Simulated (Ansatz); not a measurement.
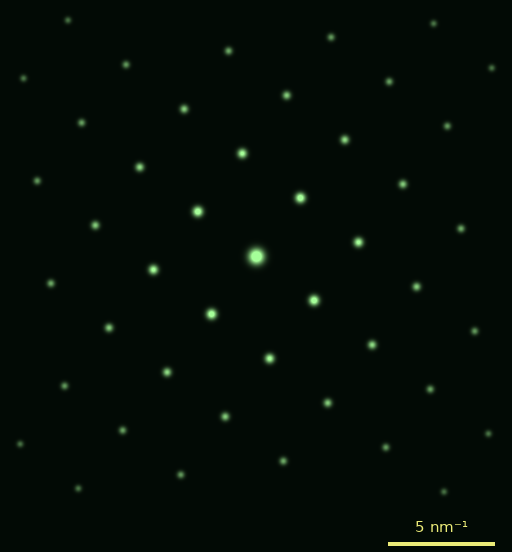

Kinematic zone-axis pattern, calculated for 80 keV electrons with B = 0.8 Å².

Phase: Tl, space group Im-3m (No. 229), a = 4.07 Å. Structure: the input geometry of an electronic-structure calculation (not necessarily at equilibrium); the starting structure was generated, so it need not be a known form of this composition.

**Measure the pattern against the scale bar and name the zone.**

The spots form a square net with both shortest vectors at d = 2.88 Å, 90.0° apart. They index as 1 -1 0 and 1 1 0, so the zone axis is [001] (or an equivalent direction of <001>).

**Which reflections of this zone are missing, and why?**

The lattice centring (I) removes all reflections that break h + k + l = 2n.
